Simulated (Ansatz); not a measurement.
# Single-point calculation, with input and output: CuO (part 2 of 2)

The same run, continued: CuO (8 atoms in the cell); DFT PBEsol+U, scalar-relativistic, plane waves, PAW, Ueff = 7 eV on Cu atom 1 d; Ueff = 7 eV on Cu atom 2 d; Ueff = 7 eV on Cu atom 5 d; Ueff = 7 eV on Cu atom 6 d, spin-polarised (Ansatz 0.2.0); cutoff 420 eV, 7×7×4 k-mesh, Gaussian smearing of 0.05 eV, collinear spins. The structure derives from an entry of the Crystallography Open Database. It belongs to a series of runs on one base structure; here: ferromagnetic start, free, natural orbitals of the symmetric run filled by rank.

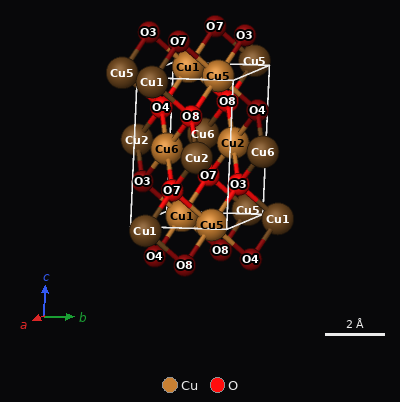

*The input geometry (ball-and-stick view of the cell of the calculation, set on other vectors, seen slightly off an axis; neighbours outside the cell are drawn fainter; atoms are numbered from 1 in the order of the input).*

## Output, continued
```
  k-point 1 ↑: bands = ["-100.9232", "-100.9223", "-100.9222", "-100.9209", "-58.8288", "-58.8270", "-58.8236", "-58.8205", "-58.7639", "-58.7607", "-58.7573", "-58.7545", "-57.7041", "-57.7021", "-57.6952", "-57.6949", "-7.6847", "-6.6684", "-6.6063", "-6.4970", "3.0821", "3.4249", "3.4693", "3.6406", "3.7224", "4.0074", "4.7549", "4.9041", "5.0340", "5.1277", "5.2477", "5.2631", "5.4928", "5.6514", "5.6822", "5.8236", "5.8477", "5.9470", "5.9980", "6.0042", "7.2754", "7.5710", "7.9811", "8.1146", "8.5473", "8.6010", "9.2202", "9.2919", "9.6237", "10.8858", "10.9992", "11.3066", "14.1741", "15.8147", "17.0711", "18.5462", "20.1164", "21.2594", "21.6729", "24.0872", "24.5001", "25.2587", "26.5537"]
  k-point 2 ↑: bands = ["-100.9224", "-100.9224", "-100.9214", "-100.9214", "-58.8280", "-58.8280", "-58.8220", "-58.8220", "-58.7624", "-58.7624", "-58.7559", "-58.7559", "-57.7032", "-57.7032", "-57.6950", "-57.6950", "-7.2132", "-7.2132", "-6.5626", "-6.5626", "3.6409", "3.6409", "4.0391", "4.0391", "4.0812", "4.0812", "4.2156", "4.2156", "4.6605", "4.6605", "5.1067", "5.1067", "5.5132", "5.5132", "5.7180", "5.7180", "5.8562", "5.8562", "5.9652", "5.9652", "7.7193", "7.7193", "7.8501", "7.8501", "8.9921", "8.9921", "9.5520", "9.5520", "9.6731", "9.6731", "10.8776", "10.8776", "15.6820", "15.6820", "17.0928", "17.0928", "20.9071", "20.9071", "23.5602", "23.5602", "24.7722", "24.7722", "26.1482"]
  k-point 59 ↓: bands = ["-100.0652", "-100.0652", "-100.0651", "-100.0644", "-57.7323", "-57.7313", "-57.7297", "-57.7278", "-57.7147", "-57.7128", "-57.7108", "-57.7098", "-57.3553", "-57.3531", "-57.3525", "-57.3524", "-6.7588", "-6.3690", "-5.8480", "-5.8216", "4.0513", "4.6636", "4.7580", "4.9125", "5.2565", "5.4854", "5.5958", "5.6294", "5.6327", "5.6894", "5.8674", "6.0699", "6.1357", "6.1907", "6.3319", "6.4680", "6.9954", "7.1197", "7.5529", "7.6726", "8.3072", "8.5155", "8.6852", "8.9553", "9.5670", "9.7268", "9.7477", "9.8219", "12.3082", "12.5610", "12.6429", "13.0795", "16.2917", "16.7297", "18.0638", "18.6462", "21.3951", "21.5132", "23.1897", "23.2210", "24.4928", "25.0644", "25.8719"]
Occupation matrices written to [file]
--- Löwdin populations: 8 sites ---
  site symbol       q [e]    m [muB]
     0     Cu     17.9320     0.5791
     1     Cu     17.9320     0.5791
     2      O      6.9468     0.4139
     3      O      6.9468     0.4139
     4     Cu     17.9320     0.5791
     5     Cu     17.9320     0.5791
     6      O      6.9468     0.4139
     7      O      6.9468     0.4139
  spilling = 0.004848 (of n_electrons = 100.000000)
--- Occupation matrices: 4 shells (run DFT+U table (all-electron-ortho-atomic); ε = 6.03e-3) ---
  Cu0 d_3D: site group Ci (-1)
  Cu0 d_3D up     Tr n = 4.9748  λ = 0.986 0.994 0.998 0.999 0.999  [xy 0.73 Ag(1.00) | 4× xz 0.24 Ag(1.00)]
  Cu0 d_3D dn     Tr n = 4.3795  λ = 0.408 0.982 0.996 0.997 0.997  [xz 0.61 Ag(1.00) | xy 0.71 Ag(1.00) | 3× z2 0.30 Ag(1.00)]
  specified occupation → Cu0 d_3D up: matrix, ‖Δ‖_F = 0.0570, Tr Δ = -0.1248, displaced = 0.0624, d_λ = 0.0570; orbital distance = 0.0000
  specified occupation → Cu0 d_3D dn: matrix, ‖Δ‖_F = 0.3904, Tr Δ = -0.4795, displaced = 0.2397, d_λ = 0.3904; orbital distance = 0.0011
  Cu1 d_3D: site group Ci (-1)
  Cu1 d_3D up     Tr n = 4.9748  λ = 0.986 0.994 0.998 0.999 0.999  [xy 0.73 Ag(1.00) | 4× xz 0.24 Ag(1.00)]
  Cu1 d_3D dn     Tr n = 4.3795  λ = 0.408 0.982 0.996 0.997 0.997  [xz 0.61 Ag(1.00) | xy 0.71 Ag(1.00) | 3× z2 0.30 Ag(1.00)]
  specified occupation → Cu1 d_3D up: matrix, ‖Δ‖_F = 0.0570, Tr Δ = -0.1248, displaced = 0.0624, d_λ = 0.0570; orbital distance = 0.0000
  specified occupation → Cu1 d_3D dn: matrix, ‖Δ‖_F = 0.3904, Tr Δ = -0.4795, displaced = 0.2397, d_λ = 0.3904; orbital distance = 0.0011
  Cu4 d_3D: site group Ci (-1)
  Cu4 d_3D up     Tr n = 4.9748  λ = 0.986 0.994 0.998 0.999 0.999  [xy 0.73 Ag(1.00) | 4× xz 0.24 Ag(1.00)]
  Cu4 d_3D dn     Tr n = 4.3795  λ = 0.408 0.982 0.996 0.997 0.997  [xz 0.61 Ag(1.00) | xy 0.71 Ag(1.00) | 3× z2 0.30 Ag(1.00)]
  specified occupation → Cu4 d_3D up: matrix, ‖Δ‖_F = 0.0570, Tr Δ = -0.1248, displaced = 0.0624, d_λ = 0.0570; orbital distance = 0.0000
  specified occupation → Cu4 d_3D dn: matrix, ‖Δ‖_F = 0.3904, Tr Δ = -0.4795, displaced = 0.2397, d_λ = 0.3904; orbital distance = 0.0011
  Cu5 d_3D: site group Ci (-1)
  Cu5 d_3D up     Tr n = 4.9748  λ = 0.986 0.994 0.998 0.999 0.999  [xy 0.73 Ag(1.00) | 4× xz 0.24 Ag(1.00)]
  Cu5 d_3D dn     Tr n = 4.3795  λ = 0.408 0.982 0.996 0.997 0.997  [xz 0.61 Ag(1.00) | xy 0.71 Ag(1.00) | 3× z2 0.30 Ag(1.00)]
  specified occupation → Cu5 d_3D up: matrix, ‖Δ‖_F = 0.0570, Tr Δ = -0.1248, displaced = 0.0624, d_λ = 0.0570; orbital distance = 0.0000
  specified occupation → Cu5 d_3D dn: matrix, ‖Δ‖_F = 0.3904, Tr Δ = -0.4795, displaced = 0.2397, d_λ = 0.3904; orbital distance = 0.0011
  Tr n, λ and their labels are of the run-group-symmetrised matrices; stabiliser: 8 of 16 elements of G0×{1,Θ} (closed), max defect 1.4e-15 at τ = 1.3e-3
```

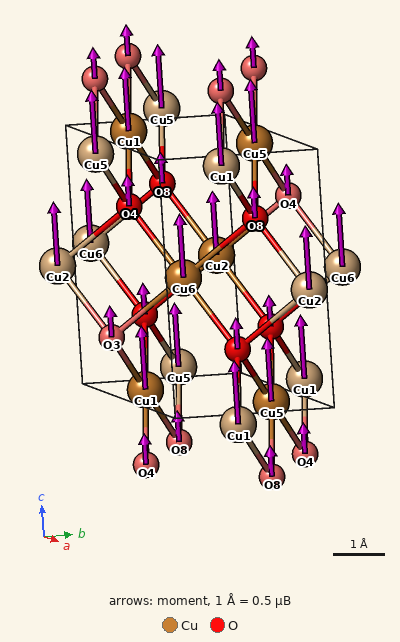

*Magnetic moments of the sites as pink arrows (ball-and-stick view of the cell of the calculation, set on other vectors, seen slightly off an axis; neighbours outside the cell are drawn fainter; atoms are numbered from 1 in the order of the input); small moments hardly show. The run is collinear, so the axis drawn is arbitrary.*

Site moments: all 4 Cu atoms (0.64 μB); all 4 O atoms (0.32 μB). They are counted near the atoms and needn't add up to the moment of the cell.

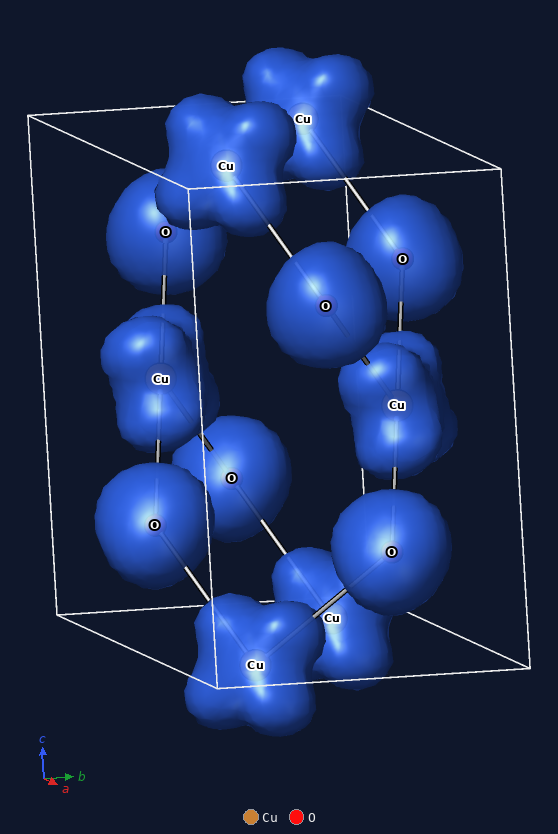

*Isosurface of the magnetisation density (up minus down) at +0.1 e/Å³ (blue), seen slightly off an axis. Sticks mark near contacts. The outline is the cell set on symmetry axes.*

The cell of the calculation (8 atoms) carries 4.0 μB net. The fields are those of the smooth PAW valence density.

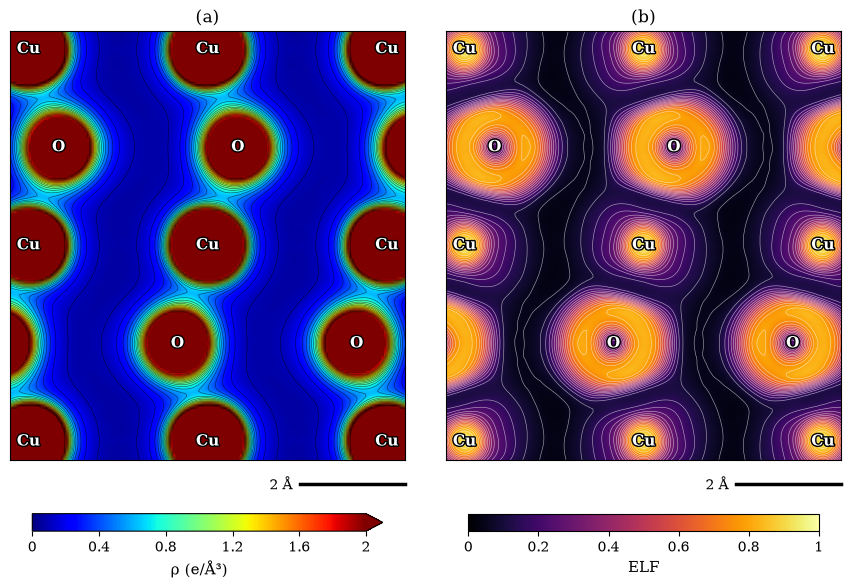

*(a) valence charge density (pseudo); (b) electron localisation function on the (101) plane of the conventional cell.*

The section cuts through Cu and O sites. Cu–O (1.96 Å): ρ at the midpoint is about 0.62 e/Å³; the ELF is about 0.20 at the midpoint. Away from the nuclei the density in this plane falls to 0.06 e/Å³ at its lowest. The strong features right at Cu lie inside the PAW spheres (semicore, d or f shells) and say nothing about bonding.

This output came from the following input.

## Input file
```yaml
crystal:
  lattice:
    - [4.68369924, 0.0, 0.0]
    - [4.68369924, 3.42259944, 0.0]
    - [-0.85002986, 0.0, 5.05786919]
  atoms:
    - { symbol: Cu, position: [0.0, 0.25, 0.0], spin: 1.0 }
    - { symbol: Cu, position: [0.5, 0.75, 0.5], spin: 1.0 }
    - { symbol: O, position: [0.5816, 0.9184, 0.25] }
    - { symbol: O, position: [0.4184, 0.0816, 0.75] }
    - { symbol: Cu, position: [0.0, 0.75, 0.0], spin: 1.0 }
    - { symbol: Cu, position: [0.5, 0.25, 0.5], spin: 1.0 }
    - { symbol: O, position: [0.5816, 0.4184, 0.25] }
    - { symbol: O, position: [0.4184, 0.5816, 0.75] }
basis:
  ecutwfc: 420
  ecutrho_ratio: 4
kpoints:
  mp_grid: { grid: [7, 7, 4] }
hamiltonian:
  xc: pbesol
  hubbard:
    sites:
      - { site: 0, l: d, u_eff: 7.0, starting_ns: [{ spin: up, occupation_matrix: s0up }, { spin: down, occupation_matrix: s0down }] }
      - { site: 1, l: d, u_eff: 7.0, starting_ns: [{ spin: up, occupation_matrix: s1up }, { spin: down, occupation_matrix: s1down }] }
      - { site: 4, l: d, u_eff: 7.0, starting_ns: [{ spin: up, occupation_matrix: s4up }, { spin: down, occupation_matrix: s4down }] }
      - { site: 5, l: d, u_eff: 7.0, starting_ns: [{ spin: up, occupation_matrix: s5up }, { spin: down, occupation_matrix: s5down }] }
    occupation_matrices:
      s0up:
        matrix:
          - [0.97, 0.0, 0.0, 0.0, 0.0]
          - [0.0, 0.97, 0.0, 0.0, 0.0]
          - [0.0, 0.0, 0.97, 0.0, 0.0]
          - [0.0, 0.0, 0.0, 0.97, 0.0]
          - [0.0, 0.0, 0.0, 0.0, 0.97]
      s0down:
        matrix:
          - [0.96989, 0.00817, -0.00581, 0.0027, 0.00118]
          - [0.00817, 0.38912, 0.41301, -0.19165, -0.08394]
          - [-0.00581, 0.41301, 0.67635, 0.13626, 0.05968]
          - [0.0027, -0.19165, 0.13626, 0.90677, -0.02769]
          - [0.00118, -0.08394, 0.05968, -0.02769, 0.95787]
      s1up:
        matrix:
          - [0.97, 0.0, 0.0, 0.0, 0.0]
          - [0.0, 0.97, 0.0, 0.0, 0.0]
          - [0.0, 0.0, 0.97, 0.0, 0.0]
          - [0.0, 0.0, 0.0, 0.97, 0.0]
          - [0.0, 0.0, 0.0, 0.0, 0.97]
      s1down:
        matrix:
          - [0.96989, 0.00817, 0.00581, 0.0027, -0.00118]
          - [0.00817, 0.38912, -0.41301, -0.19165, 0.08394]
          - [0.00581, -0.41301, 0.67635, -0.13626, 0.05968]
          - [0.0027, -0.19165, -0.13626, 0.90677, 0.02769]
          - [-0.00118, 0.08394, 0.05968, 0.02769, 0.95787]
      s4up:
        matrix:
          - [0.97, 0.0, 0.0, 0.0, 0.0]
          - [0.0, 0.97, 0.0, 0.0, 0.0]
          - [0.0, 0.0, 0.97, 0.0, 0.0]
          - [0.0, 0.0, 0.0, 0.97, 0.0]
          - [0.0, 0.0, 0.0, 0.0, 0.97]
      s4down:
        matrix:
          - [0.96989, 0.00817, -0.00581, 0.0027, 0.00118]
          - [0.00817, 0.38912, 0.41301, -0.19165, -0.08394]
          - [-0.00581, 0.41301, 0.67635, 0.13626, 0.05968]
          - [0.0027, -0.19165, 0.13626, 0.90677, -0.02769]
          - [0.00118, -0.08394, 0.05968, -0.02769, 0.95787]
      s5up:
        matrix:
          - [0.97, 0.0, 0.0, 0.0, 0.0]
          - [0.0, 0.97, 0.0, 0.0, 0.0]
          - [0.0, 0.0, 0.97, 0.0, 0.0]
          - [0.0, 0.0, 0.0, 0.97, 0.0]
          - [0.0, 0.0, 0.0, 0.0, 0.97]
      s5down:
        matrix:
          - [0.96989, 0.00817, 0.00581, 0.0027, -0.00118]
          - [0.00817, 0.38912, -0.41301, -0.19165, 0.08394]
          - [0.00581, -0.41301, 0.67635, -0.13626, 0.05968]
          - [0.0027, -0.19165, -0.13626, 0.90677, 0.02769]
          - [-0.00118, 0.08394, 0.05968, 0.02769, 0.95787]
    ns_hold: { iters: 10 }
scf:
  occupations: { method: gaussian, width: 0.05 }
  lower_state_search: "off"
  max_iter: 150
output:
  forces: true
  stress: true
  eigenvalues: true
  populations: true
  hubbard:
    sites:
      - { site: 0, l: d }
      - { site: 1, l: d }
      - { site: 4, l: d }
      - { site: 5, l: d }
  write_density: true
  write_potential: true
  elf: true
  volumetric_format: npy
magnetization:
  spin_polarized: true
```

Launch command:
```bash
ansatz run input.yaml --threads 4 --pin off --max-ram 6144MiB --backend cpu --events-out ev --progress --plain --runs-dir out
```

## Results in brief

- outcome: converged
- space group (tolerance 0.01 Å): C2/c (15)
- electrons treated: 100
- free energy: −28587.5099 eV
- Fermi energy: 11.682 eV
- gap on the k-point mesh: 0.03 eV
- net moment of the cell: 4.00 μB
- integrated absolute moment: 4.08 μB
- pressure: 0.97 GPa
- largest force (length of the vector): 0.072 eV/Å
- hardware: 4 threads of Arm Neoverse V2, 24 GiB of memory available, shared host
- wall time: 24 s (CPU time 91 s)
- peak memory: 0.83 GiB
